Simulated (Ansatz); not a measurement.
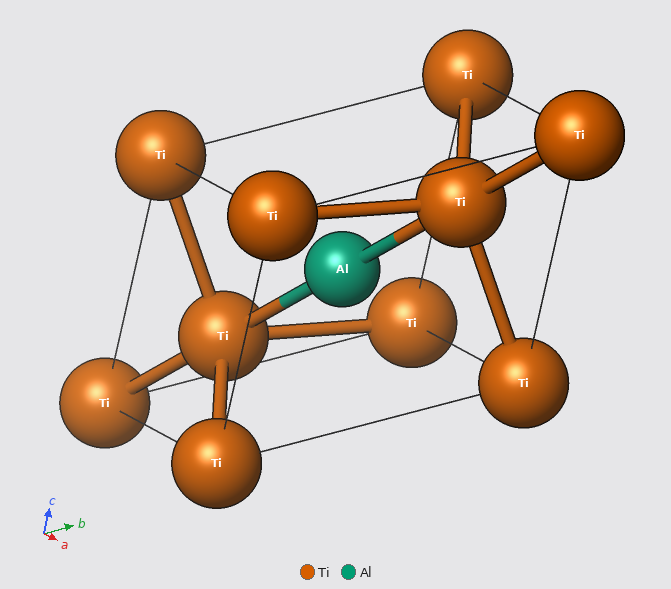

The image is a ball-and-stick drawing of a crystal, viewed slightly off an axis. The simulation cell is drawn as a box.

```
CELL_PARAMETERS angstrom
0.00000 3.23061 3.23061
3.23061 0.00000 3.23061
3.23061 3.23061 0.00000
ATOMIC_POSITIONS crystal
Ti 0.75000 0.75000 0.75000
Ti 0.25000 0.25000 0.25000
Ti 0.00000 0.00000 0.00000
Al 0.50000 0.50000 0.50000
```

Setup: DFT PBE, scalar-relativistic, plane waves, PAW in Ansatz; a kinetic-energy cutoff of 420 eV, k-grid 12×12×12, Gaussian smearing of 0.1 eV, collinear spins. The state is ferromagnetic.

Question: What are the atomic charges by Bader's partition?

Answer: Ti +0.20 to +0.48 e; Al -1.16 e.

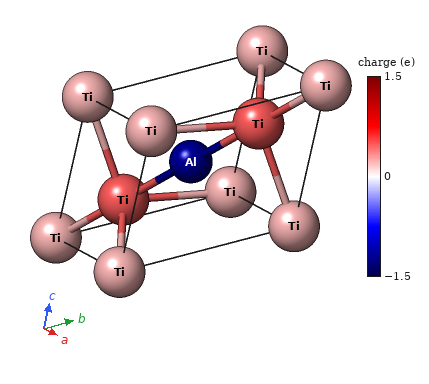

The atoms coloured by those charges.

Starting structure: a structure listed in the Materials Project. Earlier steps of the study may have refined or changed the cell and positions. It was run through Ansatz as a DFT input.
